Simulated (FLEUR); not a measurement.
**NaCl: 5 runs along one coordinate**

System: NaCl (Fm-3m, 2 atoms in the cell).
Method: Kohn-Sham DFT of a periodic cell, SCAN, all-electron, no spin polarisation (FLEUR MaX-R8.1 (later development tree)).

The 5 runs differ only in the geometry, by an even scaling of the cell at fixed fractional positions. The structure derives from a Materials Project entry.

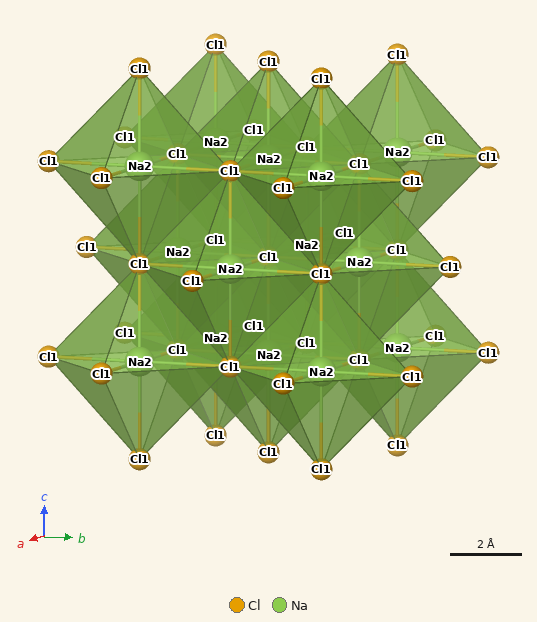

Figure 1. The structure of run 3 (polyhedral view of the cell 4 times as large as that of the calculation, set on its symmetry axes, seen slightly off an axis; polyhedra are completed across the faces of the cell; atoms are numbered from 1 in the order of the input).

**Input of run 3**
```
<?xml version="1.0" encoding="UTF-8" standalone="no"?>
<fleurInput fleurInputVersion="0.39">
   <comment>
      NaCl                                                                                                
   </comment>
   <calculationSetup>
      <cutoffs Kmax="4.14" Gmax="12.8" GmaxXC="12.8" numbands="0"/>
      <scfLoop itmax="60" minDistance="0.00001" maxIterBroyd="15" imix="Anderson" alpha="0.05" precondParam="0.0" spinf="2.0" sdNocoIR="T"/>
      <coreElectrons ctail="F" frcor="F" kcrel="0" coretail_lmax="0"/>
      <xcFunctional name="LibXC" relativisticCorrections="F">
         <LibXCName exchange="mgga_x_scan" correlation="mgga_c_scan"/>
         <AuxGGA exchange="117" correlation="130"/>
      </xcFunctional>
      <magnetism jspins="1"/>
      <soc l_soc="F" theta="0.0" phi="0.0" spav="F"/>
      <expertModes spex="0" secvar="F"/>
      <geometryOptimization l_f="F" forcealpha="1.0" forcemix="BFGS" epsdisp="0.00001" epsforce="0.00001"/>
      <ldaU l_linMix="F" mixParam="0.05" spinf="1.0"/>
   </calculationSetup>
   <cell>
      <bzIntegration valenceElectrons="16.0" mode="hist" fermiSmearingEnergy="0.00183747">
         <kPointListSelection listName="default-1"/>
         <!-- k-points included here -->
         <xi:include xmlns:xi="http://www.w3.org/2001/XInclude" href="kpts.xml"> </xi:include>
      </bzIntegration>
      <!-- symmetry operations included here -->
      <xi:include xmlns:xi="http://www.w3.org/2001/XInclude" href="sym.xml"> </xi:include>
      <bulkLattice scale="1.0000000000">
         <bravaisMatrix>
            <row-1>    0.0000000000000000     5.2800142562716275     5.2800142562716275</row-1>
            <row-2>    5.2800142562716275     0.0000000000000000     5.2800142562716275</row-2>
            <row-3>    5.2800142562716275     5.2800142562716275     0.0000000000000000</row-3>
         </bravaisMatrix>
      </bulkLattice>
   </cell>
   <atomSpecies>
      <species name="Chlorine (Cl)" element="Cl" atomicNumber="17">
         <mtSphere radius="2.37" gridPoints="811" logIncrement="0.015"/>
         <atomicCutoffs lmax="10" lnonsphr="8"/>
         <electronConfig flipSpins="F">
            <coreConfig>(1s1/2) (2s1/2) (2p1/2) (2p3/2)</coreConfig>
            <valenceConfig>(3s1/2) (3p1/2) (3p3/2)</valenceConfig>
            <stateOccupation state="(3p1/2)" spinUp="0.833333" spinDown="0.833333"/>
            <stateOccupation state="(3p3/2)" spinUp="1.666667" spinDown="1.666667"/>
         </electronConfig>
         <energyParameters s="3" p="3" d="3" f="4"/>
         <lo type="SCLO" l="0" n="3" eDeriv="2"/>
         <lo type="SCLO" l="1" n="3" eDeriv="2"/>
         <lo type="SCLO" l="2" n="3" eDeriv="2"/>
         <lo type="SCLO" l="3" n="4" eDeriv="2"/>
      </species>
      <species name="Sodium (Na)" element="Na" atomicNumber="11">
         <mtSphere radius="2.37" gridPoints="811" logIncrement="0.014"/>
         <atomicCutoffs lmax="10" lnonsphr="8"/>
         <electronConfig flipSpins="F">
            <coreConfig>(1s1/2)</coreConfig>
            <valenceConfig>(2s1/2) (2p1/2) (2p3/2) (3s1/2)</valenceConfig>
            <stateOccupation state="(3s1/2)" spinUp="0.500000" spinDown="0.500000"/>
         </electronConfig>
         <energyParameters s="3" p="2" d="3" f="4"/>
         <lo type="SCLO" l="0" n="2" eDeriv="0"/>
         <lo type="HELO" l="1" n="3" eDeriv="0"/>
         <lo type="HELO" l="1" n="3" eDeriv="1"/>
         <lo type="SCLO" l="2" n="3" eDeriv="2"/>
         <lo type="SCLO" l="3" n="4" eDeriv="2"/>
      </species>
   </atomSpecies>
   <atomGroups>
      <atomGroup species="Chlorine (Cl)">
         <relPos label="                   1">1.000/2.000 1.000/2.000 1.000/2.000</relPos>
         <force calculate="T" relaxXYZ="TTT"/>
      </atomGroup>
      <atomGroup species="Sodium (Na)">
         <relPos label="                   2">.0000000000 .0000000000 .0000000000</relPos>
         <force calculate="T" relaxXYZ="TTT"/>
      </atomGroup>
   </atomGroups>
   <output dos="F" band="F" slice="F">
      <checks vchk="F" cdinf="F"/>
      <bandDOS minEnergy="-.5*Htr" maxEnergy="0.5*Htr" sigma="0.015" storeEVData="T"/>
      <vacuumDOS vacdos="F" integ="F" star="F" nstars="0" locx1="0.0" locy1="0.0" locx2="0.0" locy2="0.0" nstm="0" tworkf="0.0"/>
      <unfoldingBand unfoldBand="F" supercellX="1" supercellY="1" supercellZ="1"/>
      <plotting iplot="0" polar="F">
         <plot TwoD="T" vec1="  1.0  0.0  0.0" vec2="  0.0  1.0  0.0" vec3="  0.0  0.0  1.0" zero="  0.0  0.0  0.0" file="plot"/>
      </plotting>
      <chargeDensitySlicing numkpt="0" minEigenval="0.0" maxEigenval="0.0" nnne="0" pallst="F"/>
      <specialOutput eonly="F"/>
      <moessbauerParams electricFieldGradient="T" isomerShift="T" coreHyperfine="T" valenceHyperfine="T"/>
      <magneticCircularDichroism mcd="F" energyLo="-10.0" energyUp="0.0"/>
   </output>
  <!-- We include the file relax.xml here to enable relaxations (see documentation) -->
  <xi:include xmlns:xi="http://www.w3.org/2001/XInclude" href="relax.xml"> <xi:fallback/> </xi:include>
</fleurInput>
```

Command:
```bash
inpgen -f crystal.txt -profile fastHighL; fleur_MPI
```

Run 2 has the same physical settings and fractional positions; its lattice vectors (Å) are:
```
   0.000000    2.756301    2.756301
   2.756301    0.000000    2.756301
   2.756301    2.756301    0.000000
```

**Results, with one run withheld**

| run | volume per atom (Å³) | free energy per atom, from the lowest run given (meV) | gap on the mesh (eV) |
| --- | --- | --- | --- |
| 1 | 20.504 | 7.37 | 6.18 |
| 2 | 20.940 | ? | ? |
| 3 | 21.813 | 0.00 | 5.91 |
| 4 | 22.685 | 2.72 | 5.77 |
| 5 | 23.121 | 5.93 | 5.70 |

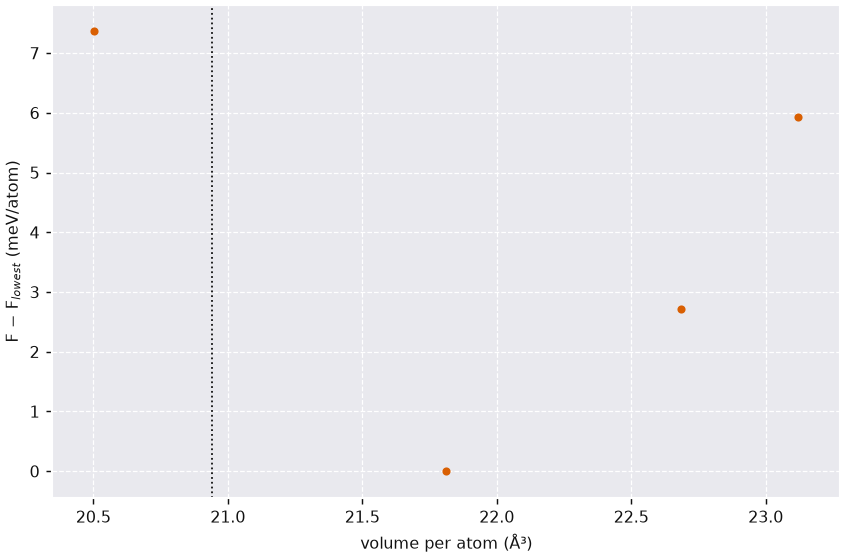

Figure 2. Free energy per atom of the runs given; the dotted line marks run 2.

Fit the runs given and predict run 2.

A quadratic polynomial in V^(−2/3) (the Birch–Murnaghan form), fitted to the 4 runs given, misses them by at most 0.01 meV per atom. With x = V^(−2/3) − 0.12740 Å⁻², it reads F = 0.11693 − 338.17 x + 2.5125e+05 x² (meV per atom). At run 2 it gives 3.18 meV per atom, and the run itself gives 3.20. The fit has its minimum at 21.818 Å³ per atom, where V d²F/dV² gives 26.9 GPa: the bulk modulus at this level, since symmetry fixes the shape and the positions. The gap on the mesh goes, without turning, from 6.18 eV in run 1 to 5.70 eV in run 5; run 2 has 6.08 eV. These are gaps of this functional on this mesh, which can miss the band edges; they aren't the measured gap.

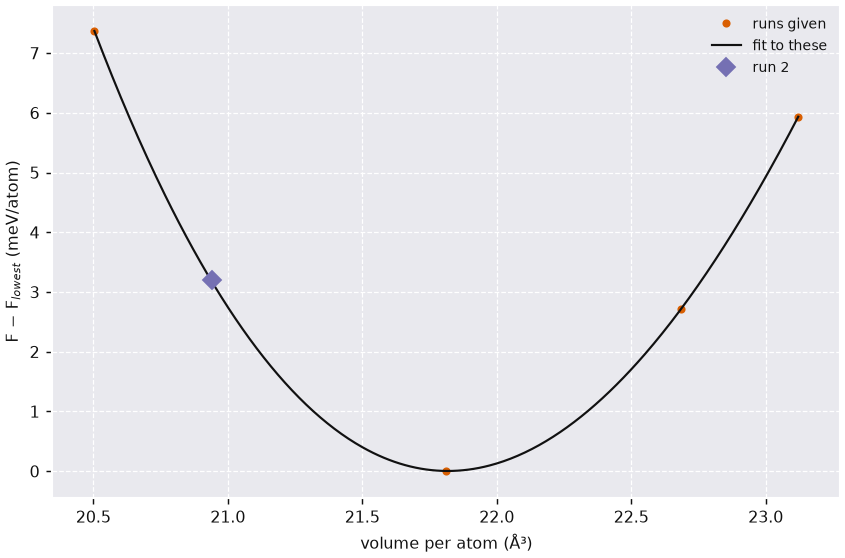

Figure 3. The fit and the withheld run.

**End of the output (run 2)**
```
[...]
The functional 'Perdew, Burke & Ernzerhof' is a correlation functional, it belongs to the 'GGA' family and is defined in the reference(s):
[1] J. P. Perdew, K. Burke, and M. Ernzerhof.,  Phys. Rev. Lett. 77, 3865 (1996)
[2] J. P. Perdew, K. Burke, and M. Ernzerhof.,  Phys. Rev. Lett. 78, 1396 (1997)
 Using same functional for VXC and EXC

 Iteration:    15   Distance:       0.00015498 me/bohr^3
The functional 'Hammer, Hansen, and Norskov' is an exchange functional, it belongs to the 'GGA' family and is defined in the reference(s):
[1] B. Hammer, L. B. Hansen, and J. K. Nørskov.,  Phys. Rev. B 59, 7413 (1999)
The functional 'Perdew, Burke & Ernzerhof' is a correlation functional, it belongs to the 'GGA' family and is defined in the reference(s):
[1] J. P. Perdew, K. Burke, and M. Ernzerhof.,  Phys. Rev. Lett. 77, 3865 (1996)
[2] J. P. Perdew, K. Burke, and M. Ernzerhof.,  Phys. Rev. Lett. 78, 1396 (1997)
 Using same functional for VXC and EXC

 Iteration:    16   Distance:       0.00002553 me/bohr^3
The functional 'Hammer, Hansen, and Norskov' is an exchange functional, it belongs to the 'GGA' family and is defined in the reference(s):
[1] B. Hammer, L. B. Hansen, and J. K. Nørskov.,  Phys. Rev. B 59, 7413 (1999)
The functional 'Perdew, Burke & Ernzerhof' is a correlation functional, it belongs to the 'GGA' family and is defined in the reference(s):
[1] J. P. Perdew, K. Burke, and M. Ernzerhof.,  Phys. Rev. Lett. 77, 3865 (1996)
[2] J. P. Perdew, K. Burke, and M. Ernzerhof.,  Phys. Rev. Lett. 78, 1396 (1997)
 Using same functional for VXC and EXC

 Iteration:    17   Distance:       0.00002318 me/bohr^3
The functional 'Hammer, Hansen, and Norskov' is an exchange functional, it belongs to the 'GGA' family and is defined in the reference(s):
[1] B. Hammer, L. B. Hansen, and J. K. Nørskov.,  Phys. Rev. B 59, 7413 (1999)
The functional 'Perdew, Burke & Ernzerhof' is a correlation functional, it belongs to the 'GGA' family and is defined in the reference(s):
[1] J. P. Perdew, K. Burke, and M. Ernzerhof.,  Phys. Rev. Lett. 77, 3865 (1996)
[2] J. P. Perdew, K. Burke, and M. Ernzerhof.,  Phys. Rev. Lett. 78, 1396 (1997)
 Using same functional for VXC and EXC

 Iteration:    18   Distance:       0.00000550 me/bohr^3

 ********************************************************************
 Run finished successfully
 Stop message:
   all done
 ********************************************************************
```
